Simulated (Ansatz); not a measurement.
# Run report: Mg3O, geometry relaxation (part 2 of 2)

Mg3O (Pm-3m, 4 atoms in the cell); DFT PBE, scalar-relativistic, plane waves, PAW, no spin polarisation (Ansatz 0.2.0); cutoff 420 eV, 12×12×12 k-mesh, Gaussian smearing of 0.1 eV. The structure was made by swapping elements on the sites of another compound; it need not be a known phase. It belongs to a series of runs on one base structure; here: Cu3Au (L1_2) type (Pm-3m, No. 221).

Geometry of the input (Å; fractional positions):
```
4.1130  0.0000  0.0000
0.0000  4.1130  0.0000
0.0000  0.0000  4.1130
Mg 0.0000  0.5000  0.5000
Mg 0.5000  0.0000  0.5000
Mg 0.5000  0.5000  0.0000
O  0.0000  0.0000  0.0000
```

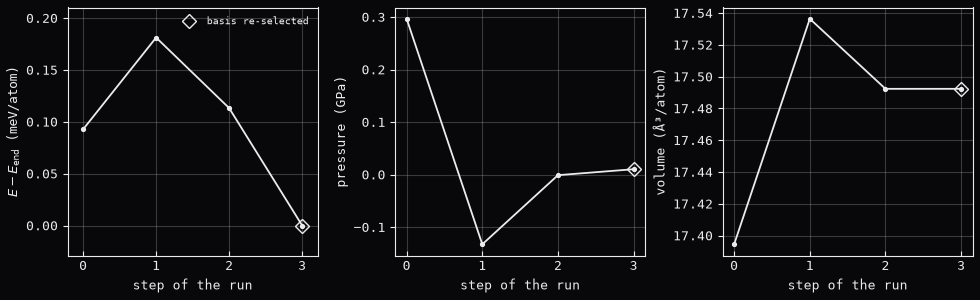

*Progress of the relaxation, step by step (the first geometry is step 0 here and step 1 in the log).*

The atoms keep their places relative to the cell (all moves are under 0.005 Å). Cell: a = b = c 4.113 → 4.121 Å (+0.2 %). Volume +0.6 %. Among the contacts that change: Mg1–O4 2.908 → 2.914 Å. The space group stays Pm-3m (No. 221). Over 2 geometry steps the energy rises by next to nothing (0.0 meV per atom). All forces vanish by symmetry, so only the cell relaxes. The pressure goes from 0.30 to 0.01 GPa. A last SCF at the same geometry on a re-selected plane-wave basis shifts the energy by −0.1 meV per atom. (Atoms are counted from 1 in the order of the input.)

```
basis re-selected at this cell: Δ(F+E_penalty+E_count) = -4.527e-4 eV, ΔP = +0.011 GPa vs the last step (what re-selecting the basis moved, of the pressure what is left beyond the Pulay correction that the steps carried, after the strain that the cell walked since its last selection, with what the two solves' SCF thresholds leave and, on support functions, any second-order correction that the steps lacked; it is no measure of the basis error at this ecutwfc). This SCF's stress stands 1.03e-2 GPa from its target on what of the cell is left free (relax.cell.stress_tol is 5.00e-2 GPa) and its largest allowed force component is 2.33e-29 eV/Å (relax.f_tol is 1.00e-2 eV/Å): within both
SCF converged after 9 iterations
Free energy (F): -6336.804415 eV
Harris-Foulkes:  -6336.804415 eV  (|F-HF|=1.82e-12)
Internal energy: -6336.799547 eV  (E = F + TS)
E sigma→0 (E₀):  -6336.801981 eV
Entropy (-TS):   -0.004868 eV (-1.217 meV/atom)
Fermi energy:    6.597127 eV
--- Per-component energies (eV) ---
  E_band       = -1064.506620
  E_kinetic    = 395.474544
  E_local      = -4991.385286  (includes V_loc(G=0)·N_el)
  E_nonlocal   = 335.811268
  E_hartree    = 1759.266768
  E_xc         = -159.068910
  E_vxc        = -204.106263  (∫ρ·V_xc dr)
  E_paw        = -1034.107236  (= ΣΔE_a)
  E_vpaw       = -118.836657  (= ΣTr[D̂ρ^β])
  E_aug_tail   = 0.002239  (compensation charges beyond the density's cutoff)
  E_ewald      = -2642.792933
  E_smearing   = -0.004868  (= −TS)
  E_closure    = -0.000000  (closes the sum)
  Σ components = -6336.804415   (vs F -6336.804415, Δ=0.00e0)
--- Forces (eV/Å), atoms counted from 1 ---
  atom   1  Mg     0.00000000    -0.00000000     0.00000000
  atom   2  Mg    -0.00000000     0.00000000     0.00000000
  atom   3  Mg    -0.00000000     0.00000000    -0.00000000
  atom   4  O      0.00000000    -0.00000000     0.00000000
  max |Σ_I F_I| component: 7.52e-29 eV/Å
--- Stress (GPa, compression-positive) ---
        0.010315      -0.000000       0.000000
       -0.000000       0.010315       0.000000
        0.000000       0.000000       0.010315
  P = ⅓ Tr σ = 0.0103 GPa (0.103 kbar)
--- Band table (eV; the first three rows and the last of 84) ---
  k-point 0: bands = ["-69.8292", "-69.8188", "-69.8188", "-36.6079", "-36.6079", "-36.6079", "-36.5783", "-36.5783", "-36.5783", "-36.5478", "-36.5478", "-36.5478", "-10.6863", "0.4184", "3.4168", "3.4168", "3.4168", "8.7923", "8.7923", "8.9731", "8.9731", "8.9731"]
  k-point 1: bands = ["-69.8290", "-69.8189", "-69.8188", "-36.6074", "-36.6074", "-36.6070", "-36.5785", "-36.5785", "-36.5784", "-36.5488", "-36.5482", "-36.5482", "-10.6825", "0.4273", "3.3926", "3.4311", "3.4311", "8.0783", "8.8483", "8.9653", "8.9653", "9.4383"]
  k-point 2: bands = ["-69.8286", "-69.8194", "-69.8188", "-36.6058", "-36.6058", "-36.6045", "-36.5790", "-36.5790", "-36.5785", "-36.5517", "-36.5494", "-36.5494", "-10.6719", "0.4487", "3.3471", "3.4711", "3.4711", "7.2149", "8.9414", "8.9414", "9.0135", "9.8848"]
  k-point 83: bands = ["-69.8222", "-69.8222", "-69.8222", "-36.6194", "-36.6074", "-36.6074", "-36.6074", "-36.5591", "-36.5591", "-36.5591", "-36.5444", "-36.5444", "-10.5491", "2.6594", "2.6594", "2.6594", "4.2696", "5.8839", "5.8839", "5.8839", "9.4294", "9.4294"]
--- Relaxed structure (3 steps of the walk, 3 accepted, 1 SCFs on fresh bases) ---
  F+E_penalty+E_count = -6336.80441490 eV   max|allowed force component| = 2.327e-29 eV/Å   (the final SCF, on the basis selected at the relaxed cell)
  cell:  # Å, volume = 69.9693 Å³
    - [4.120682568972649, -3.2098832406453924e-35, 1.7654357823549661e-34]
    - [-3.2098832406453924e-35, 4.120682568972649, -1.6049416203226965e-35]
    - [1.4444474582904269e-34, -1.6049416203226965e-35, 4.120682568972649]
  atoms:
    - { symbol: Mg, position: [-9.365115421979491e-35, 0.49999999999999994, 0.49999999999999994] }
    - { symbol: Mg, position: [0.49999999999999994, 2.3412788554932116e-35, 0.49999999999999994] }
    - { symbol: Mg, position: [0.49999999999999994, 0.49999999999999994, 7.804262851649063e-36] }
    - { symbol: O, position: [2.2632362269729824e-34, 7.80426285164463e-36, 7.804262851620675e-36] }
```

## Trajectory as extended XYZ (Å, eV, eV/Å), 4 frames, from step=1 to step=4
```
4
Lattice="4.1130 0.0000 0.0000 0.0000 4.1130 0.0000 0.0000 0.0000 4.1130" Properties=species:S:1:pos:R:3:forces:R:3 step=1 energy=-6336.80404 pressure_GPa=0.30
Mg    0.0000    2.0565    2.0565    0.0000   0.0000   0.0000
Mg    2.0565    0.0000    2.0565    0.0000   0.0000   0.0000
Mg    2.0565    2.0565    0.0000    0.0000   0.0000   0.0000
O     0.0000    0.0000    0.0000    0.0000   0.0000   0.0000
4
Lattice="4.1241 0.0000 0.0000 0.0000 4.1241 0.0000 0.0000 0.0000 4.1241" Properties=species:S:1:pos:R:3:forces:R:3 step=2 energy=-6336.80369 pressure_GPa=-0.13
Mg    0.0000    2.0621    2.0621    0.0000   0.0000   0.0000
Mg    2.0621    0.0000    2.0621    0.0000   0.0000   0.0000
Mg    2.0621    2.0621    0.0000    0.0000   0.0000   0.0000
O     0.0000    0.0000    0.0000    0.0000   0.0000   0.0000
4
Lattice="4.1207 0.0000 0.0000 0.0000 4.1207 0.0000 0.0000 0.0000 4.1207" Properties=species:S:1:pos:R:3:forces:R:3 step=3 energy=-6336.80396 pressure_GPa=-0.00
Mg    0.0000    2.0603    2.0603    0.0000   0.0000   0.0000
Mg    2.0603    0.0000    2.0603    0.0000   0.0000   0.0000
Mg    2.0603    2.0603    0.0000    0.0000   0.0000   0.0000
O     0.0000    0.0000    0.0000    0.0000   0.0000   0.0000
4
Lattice="4.1207 0.0000 0.0000 0.0000 4.1207 0.0000 0.0000 0.0000 4.1207" Properties=species:S:1:pos:R:3:forces:R:3 step=4 energy=-6336.80441 pressure_GPa=0.01
Mg    0.0000    2.0603    2.0603    0.0000   0.0000   0.0000
Mg    2.0603    0.0000    2.0603    0.0000   0.0000   0.0000
Mg    2.0603    2.0603    0.0000    0.0000   0.0000   0.0000
O     0.0000    0.0000    0.0000    0.0000   0.0000   0.0000
```

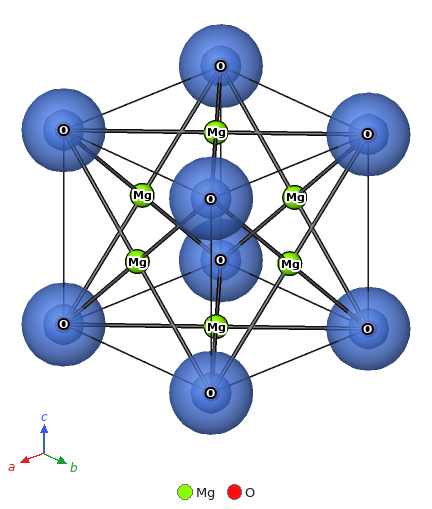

*Isosurface of the ELF at 0.75 (blue), seen at an oblique angle. Core shells and regions of very low density are left out. Sticks mark near contacts. The outline is the cell set on symmetry axes.*

In a PAW calculation such maps are meaningful between the atoms, not at the nuclei.

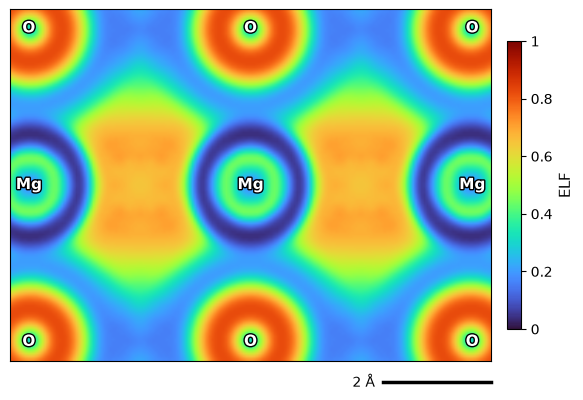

*Electron localisation function on the (101) plane of the conventional cell.*

Atoms in the plane: Mg and O.

## Summary

| quantity | value |
| --- | --- |
| outcome | converged |
| space group (tolerance 0.01 Å) | Pm-3m (221) |
| electrons treated | 36 |
| free energy | −6336.8044 eV |
| Fermi energy | 6.597 eV |
| gap on the k-point mesh | none (metallic) |
| pressure | 0.01 GPa |
| final volume | 69.97 Å³ |
| largest force (length of the vector) at the end | under 0.001 eV/Å |
| final cell | a = 4.121 Å, b = 4.121 Å, c = 4.121 Å, α = 90.00°, β = 90.00°, γ = 90.00° |
| wall time | 41 s |
| peak memory | 0.46 GiB |
